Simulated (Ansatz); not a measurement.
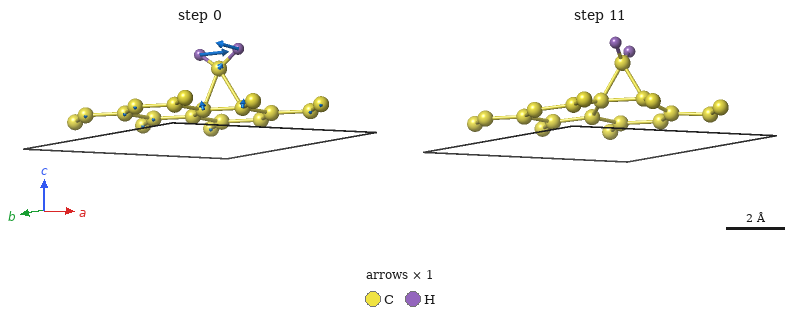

The structure of a slab of composition H2C19 before (left) and after (right) a relaxation, at one scale. The blue arrows give the displacements, at their true length.

Style: ball-and-stick. Shown: the cell of the calculation, outlined in the plane, without the vacuum (origin shifted), from a free direction.

It is CH2 on graphene monolayer, set down by a guess. The run prepares an end point of a later path (molecule hop) calculation, from a guessed geometry.

Computed with Ansatz 0.2.0, DFT PBE-D3(BJ), scalar-relativistic, plane waves, PAW. Set-up: plane-wave cutoff 420 eV; k-point mesh 2 × 2 × 1; occupations gaussian; smearing width 0.02 eV; no spin polarisation; atoms relaxed in a fixed cell; force threshold 0.03 eV/Å; at most 60 steps.

Summarise the run.

Answer. The largest move relative to the layer's centre is that of an H atom, 1.05 Å at 82° to the normal (+c side). Largest moves by element: H 1.05 Å, C 0.34 Å. The lattice vectors keep their values. Among the contacts that change: C–C 1.715 → 1.516 Å, C–C 1.424 → 1.542 Å, C–C 1.424 → 1.468 Å, C–C 1.560 → 1.516 Å. Among the angles between lasting bonds that change: C–C–H 152.3° → 116.6°, C–C–H 93.4° → 116.6°, C–C–H 137.9° → 116.6°. After 10 accepted moves (11 points after the start) the energy has fallen by 3.032 eV per cell of the calculation. Largest force component: 2.9 eV/Å at the start, 0.0044 eV/Å at the end. 1 step only repeated the SCF at the same geometry.

Limits of the set-up: the periodic images lie only 7.4 Å apart, so the values are limited by the cell's size.
